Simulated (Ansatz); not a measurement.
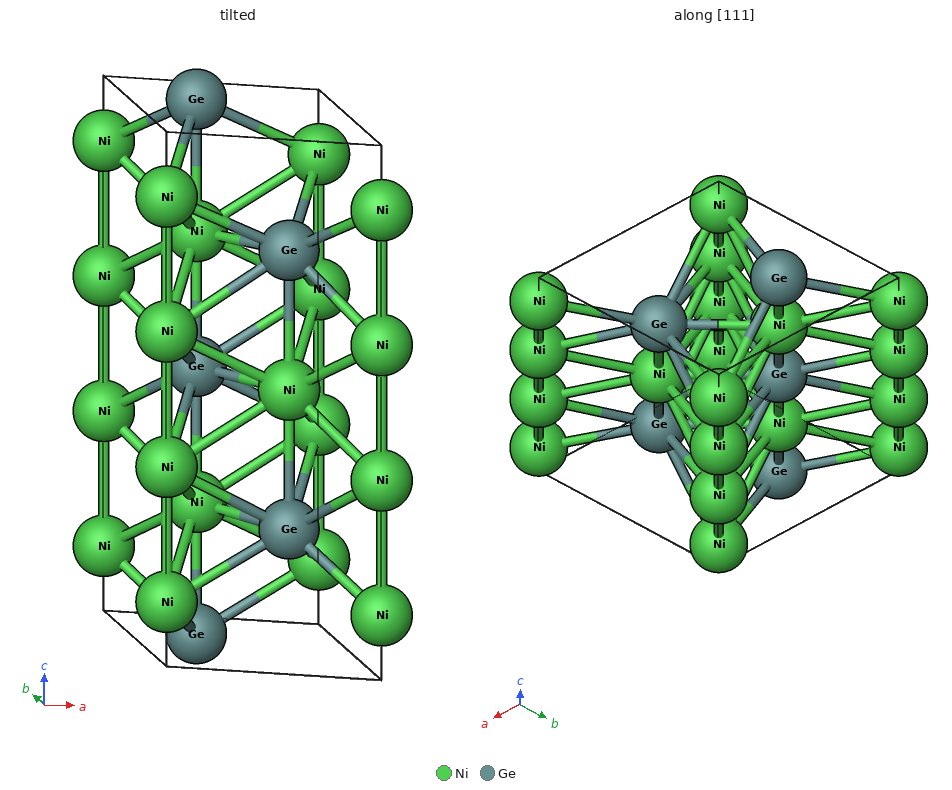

Figure: ball-and-stick view slightly off an axis and along [111]. Atoms at the boundary of the conventional unit cell (the box) are drawn once for each face, edge or corner they touch. Cell: a = 3.824 Å, b = 3.824 Å, c = 9.577 Å, α = 90.00°, β = 90.00°, γ = 120.00°.

Give a description of the structure.

- The solid is Ni₇Ge₄.
- The lattice is primitive hexagonal and the space group P-6m2 (No. 187).
- One cell contains 7 Ni, 4 Ge, 11 atoms in all.
- Ge takes three kinds of site: 2i with ten Ni at about 2.2 to 2.6 Å; 1c with eight Ni at about 2.4 to 2.5 Å; 1d with eleven Ni at about 2.2 to 2.5 Å.
- Numbers of contacts at bonding distance: Ni 11 to 14 (mean 11.9).
- The bonds build a three-dimensional framework.

The model was built from a structure listed in the Materials Project. The cell was then strained or its atoms displaced on purpose. It was set up as input for a calculation with Ansatz.
